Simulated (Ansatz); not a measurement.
# WSi2: geometry relaxation

The run: geometry relaxation of WSi2 (6 atoms in the cell). Method and program: DFT PBE, scalar-relativistic, plane waves, PAW, no spin polarisation (Ansatz 0.2.0).

The structure was built on a prototype by a generator; it need not be a known phase. It belongs to a series of runs on one base structure; here: random cell with space group I4_1md (No. 109).

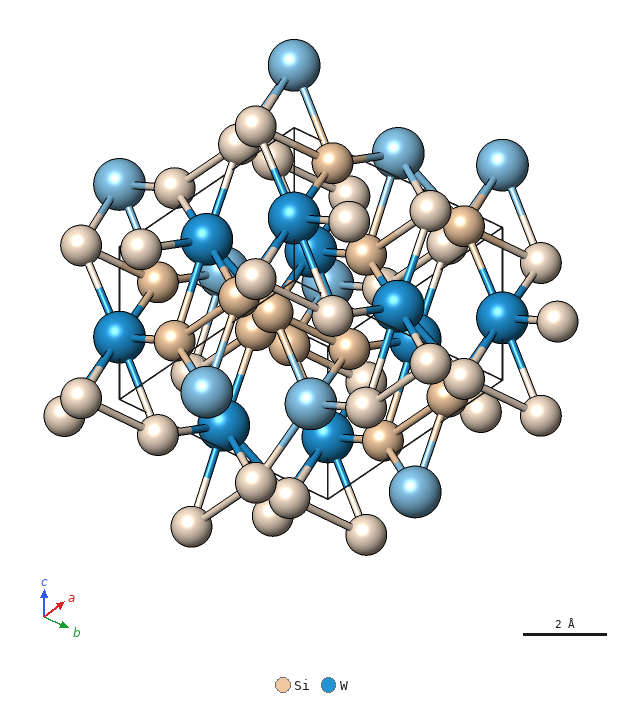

Fig. 1: The structure as given in the input (ball-and-stick view of the cell 2 times as large as that of the calculation, set on its symmetry axes, seen at an oblique angle; neighbours outside the cell are drawn fainter).

**The input**
```yaml
crystal:
  lattice:
    - [-3.3061054311, 3.3061054311, 2.2641031269]
    - [3.3061054311, -3.3061054311, 2.2641031269]
    - [3.3061054311, 3.3061054311, -2.2641031269]
  atoms:
    - { symbol: Si, position: [0.8623464142, 0.5468143037, 0.6844678894] }
    - { symbol: Si, position: [0.8623464142, 0.1778785248, 0.3155321106] }
    - { symbol: Si, position: [0.9278785248, 0.1123464142, 0.8155321106] }
    - { symbol: Si, position: [0.2968143037, 0.1123464142, 0.1844678894] }
    - { symbol: W, position: [0.3417059905, 0.8417059905, 0.5] }
    - { symbol: W, position: [0.5917059905, 0.5917059905, 0.0] }
basis:
  ecutwfc: 420
kpoints:
  mp_grid: { grid: [10, 10, 10] }
hamiltonian:
  xc: pbe
scf:
  occupations: { method: gaussian, width: 0.1 }
output:
  forces: true
  stress: true
  eigenvalues: true
relax:
  adjacent_minimum: "off"
  f_tol: 0.01
  max_steps: 80
  cell: { stress_tol: 0.05 }
```

Hardware: 1 thread of Intel Xeon @ 2.50GHz (Skylake/Cascade Lake), 256 GiB of memory available, shared host.

Run as:
```bash
ansatz run input.yaml --threads 1 --pin off --max-ram 2560MiB --backend cpu --events-out ev --progress --plain --runs-dir out
```

**The program's output**
```
Engine: ansatz 0.2.0, x86_64-unknown-linux-gnu
Pseudopotentials: kind: paw
Pseudopotential: Si, paw, valence charge 4, recommended cutoff 420 eV (normal), Si.paw.azcp
Pseudopotential: W, paw, valence charge 14, recommended cutoff 420 eV (normal), W.paw.azcp
Functional definition: PBE
  parameter kappa = 0.804
  parameter beta = 0.06672455060314922
  exchange = pbe_x(kappa = kappa, mu = beta*pi^2/3)
  correlation = pbe_c(beta = beta)
Crystal: 6 atoms, lattice volume = 98.990 Å³
Basis set: ecut = 420 eV, 1951 PW (Γ), exchange–correlation on 72×72×72 points (8 copies of the dense FFT grid, shifted against one another)
Bands: 28, of which v1, the nominal top of the filled ones, is band 22 counted from 1 (21 counted from 0)
Symmetry: 8 space group operations
Space group: I41md (ITA 109), of the structure as read, at distance tolerance 4.6e-5 Å
k-points: 102 of 1000 (time reversal used)
Non-local potential: Si, projectors of the file, l = 0: 2, l = 1: 2, l = 2: 2
Non-local potential: W, projectors of the file, l = 0: 3, l = 1: 2, l = 2: 2, l = 3: 1
PAW form: soft (Blöchl's): semilocal exchange-correlation on the pseudo side does not see the compensation charge
PAW one-centre angular grid: Si, 110 points (default); XC on 64 Gauss nodes
PAW one-centre angular grid: W, 590 points (default); XC on 64 Gauss nodes
Initial density: superposition of atomic densities (neutral atoms: chi_scale 0, normalization atom), corrected by the library's trained network
Initial wavefunctions: pseudopotential atomic-orbital guess
Functional: x = pbe(κ = 0.804, μ = 0.2195149727645171), c = pbe(β = 0.06672455060314922)
SCF iter   1: F=—  HF=-23310.048569 eV  |F-HF|=—  |Δ(HF+E_count)|=         —  Δρ=7.75e-3  dr2=7.42e-2  ethr=1.77e-3  ⟨swp⟩=6.1  Hψ=13720  notcnv=0
preconditioner: auto → Kerker (q_TF=auto, 2.383 Å⁻¹)  [metal: Δε(μ)=0.012 eV  Ē_g=6.220 eV  σ=0.100 eV  W_gap=0.07  n_scr=16 (ndim 8)  ℏωp=19.7 eV  f_vac=0.000  D(μ)=2.15/eV (n_scr^D=16)]
SCF iter   2: F=—  HF=-23310.038018 eV  |F-HF|=—  |Δ(HF+E_count)|=   1.06e-2  Δρ=3.82e-3  dr2=1.72e-2  ethr=1.69e-4  ⟨swp⟩=1.0  Hψ=3674  notcnv=0
SCF iter   3: F=—  HF=-23310.035042 eV  |F-HF|=—  |Δ(HF+E_count)|=   2.98e-3  Δρ=6.19e-4  dr2=4.64e-4  ethr=3.91e-5  ⟨swp⟩=2.6  Hψ=3996  notcnv=0
SCF iter   4: F=—  HF=-23310.034977 eV  |F-HF|=—  |Δ(HF+E_count)|=   6.42e-5  Δρ=1.03e-4  dr2=9.42e-6  ethr=1.05e-6  ⟨swp⟩=2.0  Hψ=4107  notcnv=0
SCF iter   5: F=—  HF=-23310.034956 eV  |F-HF|=—  |Δ(HF+E_count)|=   2.12e-5  Δρ=2.38e-5  dr2=5.30e-7  ethr=2.14e-8  ⟨swp⟩=2.5  Hψ=4426  notcnv=0
SCF iter   6: F=-23310.034956 eV  HF=-23310.034956 eV  |F-HF|=1.61e-9  |Δ(HF+E_count)|=   6.05e-8  Δρ=3.84e-6  dr2=1.47e-8  ethr=2.27e-10  ⟨swp⟩=9.2  Hψ=12755  notcnv=0
SCF 1 converged in 6 iterations: F = -23310.034956 eV  dr2 = 1.47e-8
  greatest PAW one-centre occupation: 0.999 electrons in one spin orbital (limit 2), on the W atom at site 5 (counted from 0), in its partial waves of l = 0
relax step   1: F+E_penalty+E_count = -23310.03495630 eV  Δ(F+E_penalty+E_count) = +0.000e0 eV  max|allowed force component| = 6.828e-3 eV/Å  Δτ_max = 0.0000 Å  P = +0.010 GPa  Ω = 98.990 Å³  (6 SCF iters, dr2 threshold 1.00e-7 eV, accepted)
Initial density: handed on by an earlier stage of this run
Initial wavefunctions: pseudopotential atomic-orbital guess (no wavefunctions were taken with the density)
iter 1 solved again at ethr=3.76e-7 eV; its pass at ethr=3.10e-3 eV (dr2=1.65e-4 eV) is discarded
SCF iter   1: F=—  HF=-23310.034977 eV  |F-HF|=—  |Δ(HF+E_count)|=         —  Δρ=3.80e-6  dr2=1.38e-8  ethr=3.76e-7  ⟨swp⟩=3.0  Hψ=20659  notcnv=0
eigensolver tolerance schedule: the retry pair's looser diagonalisation over-reported the residual by 11987.87 of it (diagonalisation noise at an unbounded share of the residual, at the tolerance the schedule requests for it); recorded, not acted on — ethr = c·dr2/N_el stays at c = 1.0e-1
preconditioner: auto → Kerker (q_TF=auto, 2.383 Å⁻¹)  [metal: Δε(μ)=0.004 eV  Ē_g=6.234 eV  σ=0.100 eV  W_gap=0.02  n_scr=16 (ndim 8)  ℏωp=19.7 eV  f_vac=0.000  D(μ)=2.26/eV (n_scr^D=16)]
SCF iter   2: F=—  HF=-23310.034956 eV  |F-HF|=—  |Δ(HF+E_count)|=   2.08e-5  Δρ=2.64e-6  dr2=7.52e-9  ethr=3.13e-11  ⟨swp⟩=3.9  Hψ=7003  notcnv=0
SCF iter   3: F=—  HF=-23310.034956 eV  |F-HF|=—  |Δ(HF+E_count)|=   1.44e-9  Δρ=7.30e-7  dr2=4.20e-10  ethr=1.71e-11  ⟨swp⟩=2.1  Hψ=4296  notcnv=0
SCF iter   4: F=—  HF=-23310.034956 eV  |F-HF|=—  |Δ(HF+E_count)|=  2.91e-11  Δρ=4.13e-7  dr2=7.22e-11  ethr=1.00e-12  ⟨swp⟩=2.3  Hψ=4322  notcnv=0
iter 5 did not close the SCF: its close was put off for the readings that it lacked (scf_convergence_deferred on its scf_iter line)
SCF iter   5: F=-23310.034956 eV  HF=-23310.034956 eV  |F-HF|=1.46e-11  |Δ(HF+E_count)|=  4.73e-11  Δρ=5.98e-8  dr2=2.08e-12  ethr=1.00e-12  ⟨swp⟩=1.0  Hψ=2856  notcnv=0
SCF iter   6: F=-23310.034956 eV  HF=-23310.034956 eV  |F-HF|=3.64e-12  |Δ(HF+E_count)|=  7.28e-12  Δρ=9.10e-9  dr2=5.11e-14  ethr=1.00e-12  ⟨swp⟩=2.4  Hψ=8398  notcnv=0
SCF 2 converged in 6 iterations: F = -23310.034956 eV  dr2 = 5.11e-14
relax step   2: F+E_penalty+E_count = -23310.03495630 eV  Δ(F+E_penalty+E_count) = -1.830e-9 eV  max|allowed force component| = 6.806e-3 eV/Å  Δτ_max = 0.0000 Å  P = +0.010 GPa  Ω = 98.990 Å³  stress off target by 1.09e-2 GPa  SCF on the basis re-selected at this cell (its energy is not comparable with the rows above)  (6 SCF iters)
```

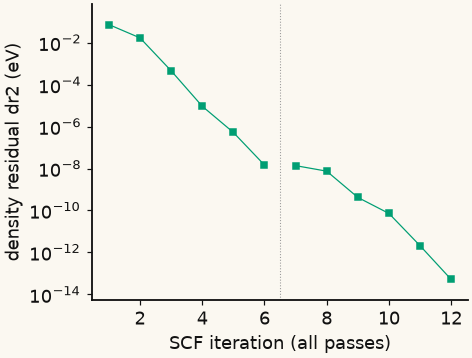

Fig. 2: Convergence of the self-consistent field: density residual dr2 against the SCF iteration. The dotted lines part the SCF passes of the relaxation: geometry steps, rejected trials and re-solves on a re-selected basis. The passes take 6 and 6 iterations.

```
basis re-selected at this cell: Δ(F+E_penalty+E_count) = -1.830e-9 eV, ΔP = -0.000 GPa vs the last step (what re-selecting the basis moved, of the pressure what is left beyond the Pulay correction that the steps carried, after the strain that the cell walked since its last selection, with what the two solves' SCF thresholds leave and, on support functions, any second-order correction that the steps lacked; it is no measure of the basis error at this ecutwfc). This SCF's stress stands 1.09e-2 GPa from its target on what of the cell is left free (relax.cell.stress_tol is 5.00e-2 GPa) and its largest allowed force component is 6.81e-3 eV/Å (relax.f_tol is 1.00e-2 eV/Å): within both
SCF converged after 6 iterations
Free energy (F): -23310.034956 eV
Harris-Foulkes:  -23310.034956 eV  (|F-HF|=3.64e-12)
Internal energy: -23310.023636 eV  (E = F + TS)
E sigma→0 (E₀):  -23310.029296 eV
Entropy (-TS):   -0.011320 eV (-1.887 meV/atom)
Fermi energy:    13.054105 eV
--- Per-component energies (eV) ---
  E_band       = -312.768943
  E_kinetic    = 1067.516842
  E_local      = -2261.951022  (includes V_loc(G=0)·N_el)
  E_nonlocal   = 106.294409
  E_hartree    = 851.419825
  E_xc         = -756.521585
  E_vxc        = -667.077604  (∫ρ·V_xc dr)
  E_paw        = -19176.078208  (= ΣΔE_a)
  E_vpaw       = -260.391138  (= ΣTr[D̂ρ^β])
  E_aug_tail   = -0.000080  (compensation charges beyond the density's cutoff)
  E_ewald      = -3140.703816
  E_smearing   = -0.011320  (= −TS)
  E_closure    = 0.000000  (closes the sum)
  Σ components = -23310.034956   (vs F -23310.034956, Δ=0.00e0)
--- Forces (eV/Å), atoms counted from 1 ---
  atom   1  Si     0.00680637    -0.00000000    -0.00291248
  atom   2  Si    -0.00680637    -0.00000000    -0.00291248
  atom   3  Si     0.00000000    -0.00680637    -0.00291248
  atom   4  Si     0.00000000     0.00680637    -0.00291248
  atom   5  W      0.00000000    -0.00000000     0.00582506
  atom   6  W      0.00000000     0.00000000     0.00582506
  max |Σ_I F_I| component: 2.12e-7 eV/Å
--- Stress (GPa, compression-positive) ---
        0.010940       0.000000       0.000000
        0.000000       0.010940       0.000000
        0.000000       0.000000       0.008054
  P = ⅓ Tr σ = 0.0100 GPa (0.100 kbar)
--- Band table (eV; the first three rows and the last of 102) ---
  k-point 0: bands = ["-60.8977", "-60.8937", "-25.2266", "-25.2252", "-25.2252", "-25.2223", "-25.1608", "-25.1608", "0.0303", "4.2558", "6.1001", "6.1001", "7.6302", "8.8173", "8.8492", "8.8492", "9.0084", "10.8247", "11.0611", "11.3491", "11.3491", "12.8306", "12.8306", "13.6204", "13.9097", "15.3701", "15.7073", "15.9589"]
  k-point 1: bands = ["-60.8976", "-60.8938", "-25.2283", "-25.2274", "-25.2233", "-25.2178", "-25.1624", "-25.1619", "0.0944", "4.0069", "6.1281", "6.1731", "7.9071", "8.4344", "8.4879", "9.2446", "9.3328", "10.7352", "10.9264", "11.2434", "11.4322", "12.7641", "12.9199", "13.8930", "13.9069", "15.1836", "15.6431", "16.0926"]
  k-point 2: bands = ["-60.8974", "-60.8941", "-25.2312", "-25.2285", "-25.2190", "-25.2111", "-25.1668", "-25.1650", "0.2847", "3.4431", "6.2101", "6.3427", "8.0530", "8.0948", "8.5839", "9.5830", "9.6549", "10.4955", "10.7142", "11.1203", "11.4113", "12.7675", "13.1906", "13.8913", "14.4407", "14.7882", "15.5217", "16.2655"]
  k-point 101: bands = ["-60.8957", "-60.8957", "-25.2325", "-25.2325", "-25.2248", "-25.2248", "-25.1547", "-25.1547", "2.0816", "2.0816", "4.5594", "4.5594", "8.7936", "8.7936", "9.9076", "9.9076", "10.8497", "10.8497", "10.9293", "10.9293", "12.1911", "12.1911", "14.1790", "14.1790", "14.4467", "14.4467", "14.5765", "14.5765"]
--- Relaxed structure (1 steps of the walk, 1 accepted, 1 SCFs on fresh bases) ---
  F+E_penalty+E_count = -23310.03495630 eV   max|allowed force component| = 6.806e-3 eV/Å   (the final SCF, on the basis selected at the relaxed cell)
  cell:  # Å, volume = 98.9896 Å³
    - [-3.3061054311, 3.3061054311, 2.2641031269]
    - [3.3061054311, -3.3061054311, 2.2641031269]
    - [3.3061054311, 3.3061054311, -2.2641031269]
  atoms:
    - { symbol: Si, position: [0.8623464142249999, 0.5468143036499999, 0.684467889425] }
    - { symbol: Si, position: [0.8623464142249999, 0.17787852479999985, 0.31553211057499997] }
    - { symbol: Si, position: [0.9278785248, 0.11234641422500005, 0.815532110575] }
    - { symbol: Si, position: [0.29681430364999994, 0.11234641422499995, 0.18446788942499998] }
    - { symbol: W, position: [0.3417059905, 0.8417059904999998, 0.49999999999999994] }
    - { symbol: W, position: [0.5917059904999998, 0.5917059904999998, 0.0] }
```

**Trajectory as extended XYZ (Å, eV, eV/Å), 2 frames, from step=1 to step=2**
```
6
Lattice="-3.3061 3.3061 2.2641 3.3061 -3.3061 2.2641 3.3061 3.3061 -2.2641" Properties=species:S:1:pos:R:3:forces:R:3 step=1 energy=-23310.03496 pressure_GPa=0.01
Si    1.2197    3.3061    1.6408    0.0068   0.0000  -0.0029
Si   -1.2197    3.3061    1.6408   -0.0068   0.0000  -0.0029
Si    0.0000    5.3925    0.5087    0.0000  -0.0068  -0.0029
Si    0.0000    1.2197    0.5087    0.0000   0.0068  -0.0029
W     3.3061    0.0000    1.5473    0.0000   0.0000   0.0058
W     0.0000    0.0000    2.6794    0.0000   0.0000   0.0058
6
Lattice="-3.3061 3.3061 2.2641 3.3061 -3.3061 2.2641 3.3061 3.3061 -2.2641" Properties=species:S:1:pos:R:3:forces:R:3 step=2 energy=-23310.03496 pressure_GPa=0.01
Si    1.2197    3.3061    1.6408    0.0068   0.0000  -0.0029
Si   -1.2197    3.3061    1.6408   -0.0068   0.0000  -0.0029
Si    0.0000    5.3925    0.5087    0.0000  -0.0068  -0.0029
Si    0.0000    1.2197    0.5087    0.0000   0.0068  -0.0029
W     3.3061    0.0000    1.5473    0.0000   0.0000   0.0058
W     0.0000    0.0000    2.6794    0.0000   0.0000   0.0058
```

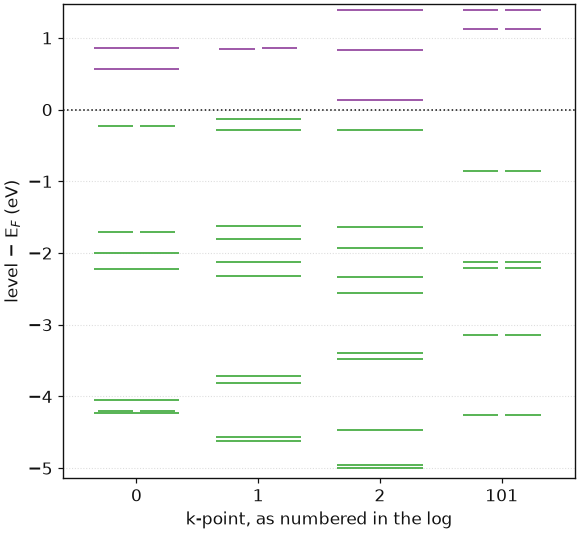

Fig. 3: Kohn–Sham levels near the Fermi level (dotted) at the few k-points that the log prints; levels within 0.02 eV of each other stand side by side. The system is metallic on the full mesh.

**Results in brief**

```csv
quantity,value
outcome,converged
space group (tolerance 0.01 Å),I4₁md (109)
electrons treated,44
free energy,−23310.0350 eV
Fermi energy,13.054 eV
gap on the k-point mesh,none (metallic)
pressure,0.01 GPa
final volume,98.99 Å³
largest force (length of the vector) at the end,0.007 eV/Å
final cell,"a = 5.195 Å, b = 5.195 Å, c = 5.195 Å, α = 100.95°, β = 100.95°, γ = 128.32°"
wall time,74 s
peak memory,0.55 GiB
```

**Remarks**

Spin–orbit coupling is left out, which matters for W.
